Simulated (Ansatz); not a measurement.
**Two runs on Na**

System: Na (1 atom in the cell).
Method of the first run: Kohn-Sham DFT of a periodic cell, PBEsol, Ansatz PAW, no spin polarisation (Ansatz 0.2.0).

The structure derives from an entry of the Crystallography Open Database. Text and figures count atoms from 1; the logs count them from 0 in places.

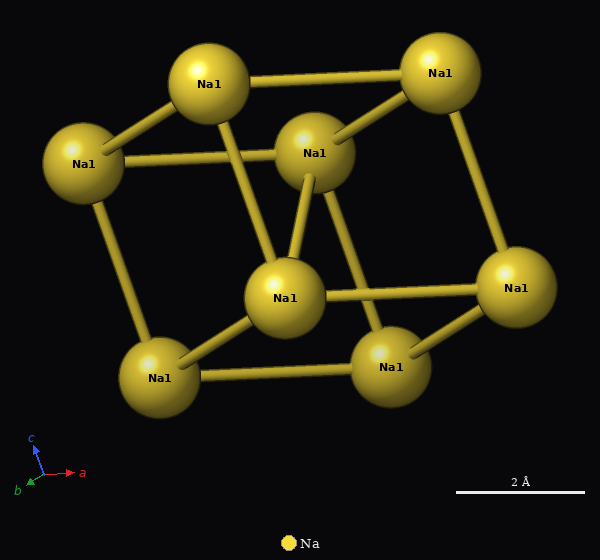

Figure 1. The structure as given in the input (ball-and-stick view of the cell of the calculation, seen at an oblique angle; atoms are numbered from 1 in the order of the input). An atom can appear more than once, as a periodic image.

The input, the first run:
```yaml
crystal:
  lattice:
    - [-2.16241, 2.16241, 2.141]
    - [2.16241, -2.16241, 2.141]
    - [2.11959, 2.11959, -2.141]
  atoms:
    - { symbol: Na, position: [0.0, 0.0, 0.0] }
hamiltonian:
  xc: pbesol
  pseudopotentials: { kind: paw }
kpoints:
  mp_grid: { grid: [7, 7, 7] }
scf:
  occupations: { method: fermi_dirac, width: 0.05 }
output:
  forces: true
  stress: true
  eigenvalues: true
```

Launched with:
```bash
ansatz run input.yaml --threads 2 --pin off --max-ram 5632MiB --backend cpu --events-out ev --progress --plain --runs-dir out
```

Hardware: 2 threads of Arm Neoverse V1, 24 GiB of memory available, shared host.

Output, shortened to warnings, some set-up lines, iterations and results (the first run):
```
Basis set: ecut = 420 eV, 771 PW (Γ), exchange–correlation on 50×50×50 points (8 copies of the dense FFT grid, shifted against one another)
Symmetry: 8 space group operations
k-points: 64 of 343
Initial density: superposition of atomic densities (neutral atoms: chi_scale 0, normalization atom), corrected by the library's trained network
[...]
SCF iter   1: F=—  HF=-1475.867923 eV  |F-HF|=—  |Δ(HF+E_count)|=         —  Δρ=1.54e-3  dr2=4.14e-4  ethr=1.77e-3  ⟨swp⟩=5.1  Hψ=3715  notcnv=0
SCF iter   2: F=—  HF=-1475.867414 eV  |F-HF|=—  |Δ(HF+E_count)|=   5.10e-4  Δρ=3.30e-4  dr2=1.69e-5  ethr=4.60e-6  ⟨swp⟩=2.1  Hψ=1408  notcnv=0
SCF iter   3: F=—  HF=-1475.867437 eV  |F-HF|=—  |Δ(HF+E_count)|=   2.33e-5  Δρ=8.28e-5  dr2=1.54e-6  ethr=1.88e-7  ⟨swp⟩=2.0  Hψ=837  notcnv=0
SCF iter   4: F=—  HF=-1475.867440 eV  |F-HF|=—  |Δ(HF+E_count)|=   3.15e-6  Δρ=3.54e-5  dr2=1.58e-7  ethr=1.71e-8  ⟨swp⟩=2.0  Hψ=856  notcnv=0
SCF iter   5: F=-1475.867440 eV  HF=-1475.867440 eV  |F-HF|=1.67e-8  |Δ(HF+E_count)|=   1.46e-7  Δρ=8.75e-6  dr2=9.53e-9  ethr=1.76e-9  ⟨swp⟩=2.0  Hψ=822  notcnv=0
SCF iter   6: F=-1475.867440 eV  HF=-1475.867440 eV  |F-HF|=3.50e-11  |Δ(HF+E_count)|=   8.43e-9  Δρ=4.01e-7  dr2=1.95e-11  ethr=1.06e-10  ⟨swp⟩=2.0  Hψ=1814  notcnv=0
SCF 1 converged in 6 iterations: F = -1475.867440 eV  dr2 = 1.95e-11
SCF converged after 6 iterations
Free energy (F): -1475.867440 eV
Harris-Foulkes:  -1475.867440 eV  (|F-HF|=3.50e-11)
Internal energy: -1475.862608 eV  (E = F + TS)
E sigma→0 (E₀):  -1475.865024 eV
Entropy (-TS):   -0.004832 eV (-4.832 meV/atom)
Fermi energy:    1.435738 eV
--- Per-component energies (eV) ---
  E_band       = -242.550608
  E_kinetic    = 120.031624
  E_local      = -1459.461670  (includes V_loc(G=0)·N_el)
  E_nonlocal   = 115.819866
  E_hartree    = 534.335917
  E_xc         = -37.543902
  E_vxc        = -48.521805  (∫ρ·V_xc dr)
  E_paw        = -253.458560  (= ΣΔE_a)
  E_vpaw       = -39.090562  (= ΣTr[D̂ρ^β])
  E_aug_tail   = -0.000025  (compensation charges beyond the density's cutoff)
  E_ewald      = -495.640551
  E_core_change = 0.054694  (= ΣΔE_core)
  E_smearing   = -0.004832  (= −TS)
  E_closure    = 0.000000  (closes the sum)
  Σ components = -1475.867440   (vs F -1475.867440, Δ=0.00e0)
--- Forces (eV/Å), atoms counted from 1 ---
  atom   1  Na     0.00000000     0.00000000    -0.00000000
  max |Σ_I F_I| component: 1.23e-32 eV/Å
--- Stress (GPa, compression-positive) ---
       -0.547447       0.127886       0.000000
        0.127886      -0.547447       0.000000
        0.000000       0.000000      -0.518595
  P = ⅓ Tr σ = -0.5378 GPa (-5.378 kbar)
```

For the second run the input was changed thus:
```diff
-    - [-2.16241, 2.16241, 2.141]
-    - [2.16241, -2.16241, 2.141]
-    - [2.11959, 2.11959, -2.141]
+    - [-2.18382, 2.18382, 2.141]
+    - [2.18382, -2.18382, 2.141]
+    - [2.09818, 2.09818, -2.141]
-  mp_grid: { grid: [7, 7, 7] }
+  mp_grid: { grid: [8, 8, 8] }
```

What does this change do to the results?

With the same functional and potentials, the second run lies 10.5 meV per atom higher (other lines of the input change too). The number of SCF iterations is the same. The irreducible k-points go from 64 to 95. The plane waves at Γ go from 771 to 753.

Output, shortened to warnings, some set-up lines, iterations and results (the second run):
```
Basis set: ecut = 420 eV, 753 PW (Γ), exchange–correlation on 54×54×50 points (8 copies of the dense FFT grid, shifted against one another)
Symmetry: 8 space group operations
k-points: 95 of 512
Initial density: superposition of atomic densities (neutral atoms: chi_scale 0, normalization atom), corrected by the library's trained network
[...]
SCF iter   1: F=—  HF=-1475.857414 eV  |F-HF|=—  |Δ(HF+E_count)|=         —  Δρ=1.54e-3  dr2=4.22e-4  ethr=1.77e-3  ⟨swp⟩=5.2  Hψ=5545  notcnv=0
SCF iter   2: F=—  HF=-1475.856932 eV  |F-HF|=—  |Δ(HF+E_count)|=   4.83e-4  Δρ=5.47e-4  dr2=7.60e-5  ethr=4.69e-6  ⟨swp⟩=2.3  Hψ=2062  notcnv=0
SCF iter   3: F=—  HF=-1475.856929 eV  |F-HF|=—  |Δ(HF+E_count)|=   2.88e-6  Δρ=1.45e-4  dr2=1.06e-5  ethr=8.44e-7  ⟨swp⟩=2.0  Hψ=1155  notcnv=0
SCF iter   4: F=—  HF=-1475.856934 eV  |F-HF|=—  |Δ(HF+E_count)|=   4.95e-6  Δρ=1.52e-4  dr2=3.62e-6  ethr=1.18e-7  ⟨swp⟩=2.0  Hψ=1220  notcnv=0
SCF iter   5: F=-1475.856930 eV  HF=-1475.856930 eV  |F-HF|=1.05e-8  |Δ(HF+E_count)|=   3.69e-6  Δρ=1.31e-5  dr2=9.10e-8  ethr=4.02e-8  ⟨swp⟩=2.0  Hψ=1220  notcnv=0
SCF iter   6: F=-1475.856930 eV  HF=-1475.856930 eV  |F-HF|=9.98e-9  |Δ(HF+E_count)|=   3.32e-9  Δρ=8.91e-6  dr2=1.77e-8  ethr=1.01e-9  ⟨swp⟩=3.0  Hψ=2736  notcnv=0
SCF 1 converged in 6 iterations: F = -1475.856930 eV  dr2 = 1.77e-8
SCF converged after 6 iterations
Free energy (F): -1475.856930 eV
Harris-Foulkes:  -1475.856930 eV  (|F-HF|=9.98e-9)
Internal energy: -1475.850853 eV  (E = F + TS)
E sigma→0 (E₀):  -1475.853891 eV
Entropy (-TS):   -0.006078 eV (-6.078 meV/atom)
Fermi energy:    1.542479 eV
--- Per-component energies (eV) ---
  E_band       = -242.539381
  E_kinetic    = 120.042645
  E_local      = -1459.485695  (includes V_loc(G=0)·N_el)
  E_nonlocal   = 115.820860
  E_hartree    = 534.348202
  E_xc         = -37.544076
  E_vxc        = -48.522037  (∫ρ·V_xc dr)
  E_paw        = -253.458039  (= ΣΔE_a)
  E_vpaw       = -39.090473  (= ΣTr[D̂ρ^β])
  E_aug_tail   = -0.000024  (compensation charges beyond the density's cutoff)
  E_ewald      = -495.629419
  E_core_change = 0.054694  (= ΣΔE_core)
  E_smearing   = -0.006078  (= −TS)
  E_closure    = -0.000000  (closes the sum)
  Σ components = -1475.856930   (vs F -1475.856930, Δ=0.00e0)
--- Forces (eV/Å), atoms counted from 1 ---
  atom   1  Na     0.00000000    -0.00000000     0.00000000
  max |Σ_I F_I| component: 4.93e-32 eV/Å
--- Stress (GPa, compression-positive) ---
       -0.482201       0.121191       0.000000
        0.121191      -0.482201      -0.000000
       -0.000000       0.000000      -0.559307
  P = ⅓ Tr σ = -0.5079 GPa (-5.079 kbar)
```

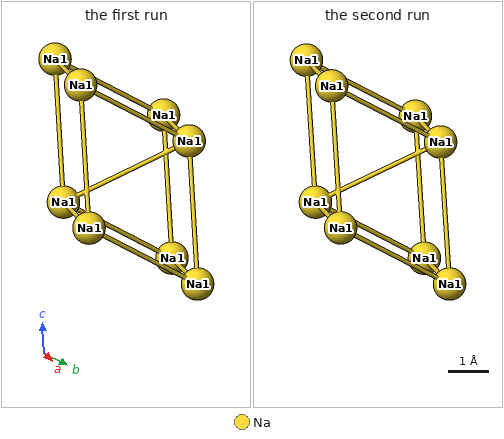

Figure 2. The two input geometries at one scale (ball-and-stick view of the cell of the calculation, seen slightly off an axis). No atom moves by more than 0.005 Å relative to the cell. The drawn cell changes at constant volume: a = b 3.733 → 3.758 Å (+0.7 %), c 3.684 → 3.659 Å (−0.7 %), γ 110.0° → 110.5°. Among the contacts that change: Na1–Na1 3.733 → 3.758 Å.

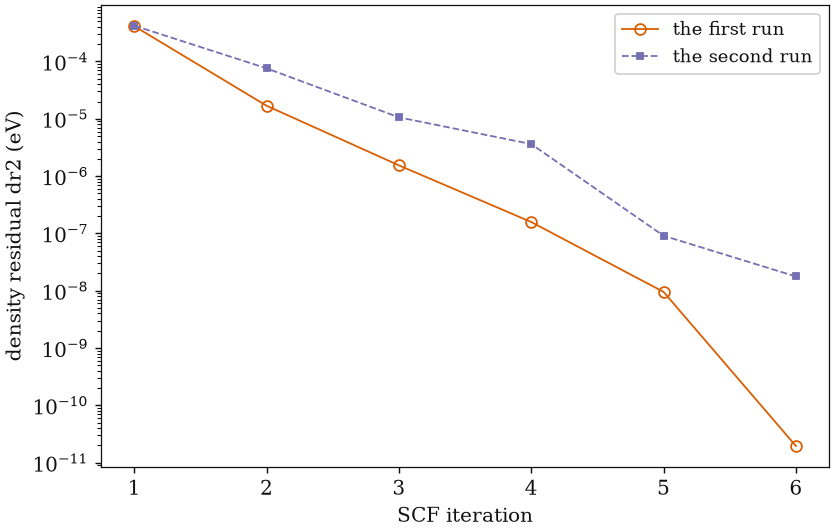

Figure 3. Convergence of the two runs: density residual dr2 against the SCF iteration. The first run takes 6 iterations in all, and the second run takes 6.

The two runs side by side:

| quantity | the first run | the second run |
| --- | --- | --- |
| outcome | converged | converged |
| free energy per atom (eV) | −1475.8674 | −1475.8569 |
| energy per atom, smearing taken to zero (eV) | −1475.8650 | −1475.8539 |
| gap on the mesh (eV) | 0.00 | 0.00 |
| pressure (GPa) | −0.54 | −0.51 |
| volume per atom (Å³) | 39.25 | 39.24 |
| largest force (eV/Å) | 0.000 | 0.000 |
| SCF iterations | 6 | 6 |
| irreducible k-points | 64 | 95 |
| plane waves at Γ | 771 | 753 |
| wall time (shared host) | 0.72 s | 0.93 s |
